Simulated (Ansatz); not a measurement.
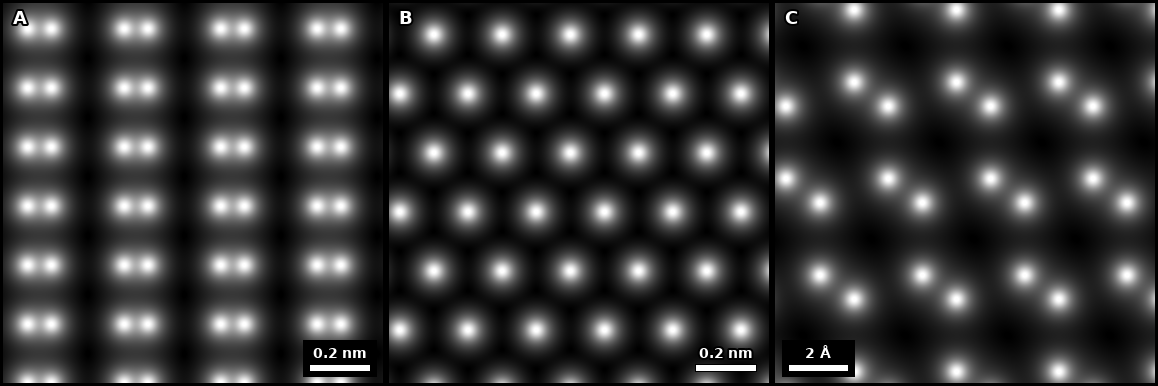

Three views of Mo (Fd-3m, No. 227) along different zone axes. Computed as the sum of neutral-atom potentials (tabulated electron scattering factors, B = 0.8 Å²) projected along the beam and smoothed by 0.25 Å; brighter is more positive. The display is stretched by a gamma of 0.6; percentages refer to the linear signal. Atomic positions: the geometry relaxed with DFT, revPBE, plane waves (420 eV) with PAW, scalar-relativistic (Ansatz 0.2.0); the starting structure was generated, so it need not be a known form of this composition.

```cif
data_structure
_symmetry_space_group_name_H-M 'Fd-3m:1'
_symmetry_Int_Tables_number 227
_cell_length_a 5.7177
_cell_length_b 5.7177
_cell_length_c 5.7177
_cell_angle_alpha 90.000
_cell_angle_beta 90.000
_cell_angle_gamma 90.000
_cell_volume 186.92
loop_
_atom_site_label
_atom_site_type_symbol
_atom_site_symmetry_multiplicity
_atom_site_Wyckoff_symbol
_atom_site_fract_x
_atom_site_fract_y
_atom_site_fract_z
_atom_site_occupancy
Mo1 Mo 8 b 0.25000 0.25000 0.75000 1
```

Q: Match the panels to the zone axes [110], [111] and [211].

A is [211]: projected cell 2.02 × 3.30 Å, 90°, plane group p2mm. B is [111]: projected cell 2.33 × 2.33 Å, 120°, plane group p6mm. C is [110]: projected cell 3.50 × 3.50 Å, 109°, plane group c2mm.
